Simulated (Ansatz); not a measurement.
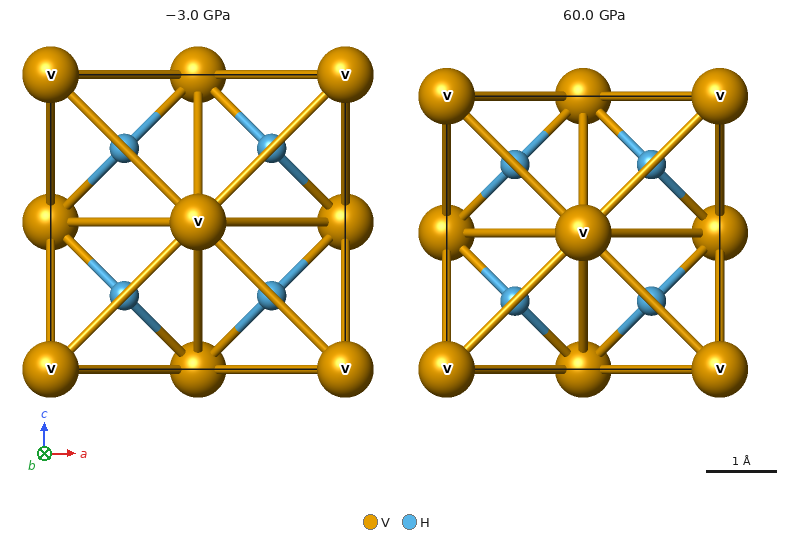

Crystalline VH2 (set up in Fm-3m), relaxed (cell and atoms) at several target pressures. The picture shows the first and the last member. A ball-and-stick model of the conventional cell (4 times the calculation's cell), seen along the b axis. Lengths and directions refer to the drawn axes.

Computed with Ansatz 0.2.0: DFT r2SCAN, scalar-relativistic, plane waves, PAW. Set-up: plane-wave cutoff 500 eV; k-point mesh 16 × 16 × 16 at −3.0 to 30.0, 18 × 18 × 18 at 60.0 GPa; occupations gaussian; smearing width 0.1 eV; no spin polarisation; cell and atoms relaxed; force threshold 0.008 eV/Å.

| pressure (GPa) | volume (Å³/atom) | a (Å) |
| --- | --- | --- |
| −3.0 | 6.220 | 4.210 |
| 0.0 | 6.119 | 4.188 |
| 3.0 | ? | ? |
| 8.0 | 5.880 | 4.132 |
| 15.0 | 5.704 | 4.091 |
| 30.0 | 5.396 | 4.016 |
| 60.0 | 4.951 | 3.902 |

**Fill in the missing row.**

Murnaghan's form V = V₀(1 + B′P/B₀)^(−1/B′), with V₀ = 6.119 Å³ from the row at zero pressure, fits the other rows with B₀ = 187 GPa and B′ = 3.66 (largest miss 0.003 Å³). At 3.0 GPa it gives 6.119 × (1 + 3.66 × 3.0/187)^(−1/3.66) = 6.024 Å³ per atom. The calculation gives 6.025 Å³/atom (a = 4.166 Å). The estimate is 0.001 Å³/atom too low. From the first member to the last: V–V 2.977 → 2.759 Å, H–V 1.823 → 1.690 Å.

The whole series:

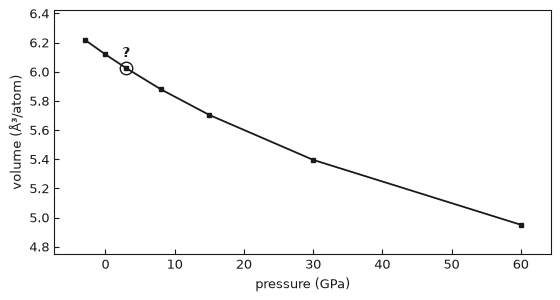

Each member starts from this one structure; whether another phase lies lower wasn't checked.
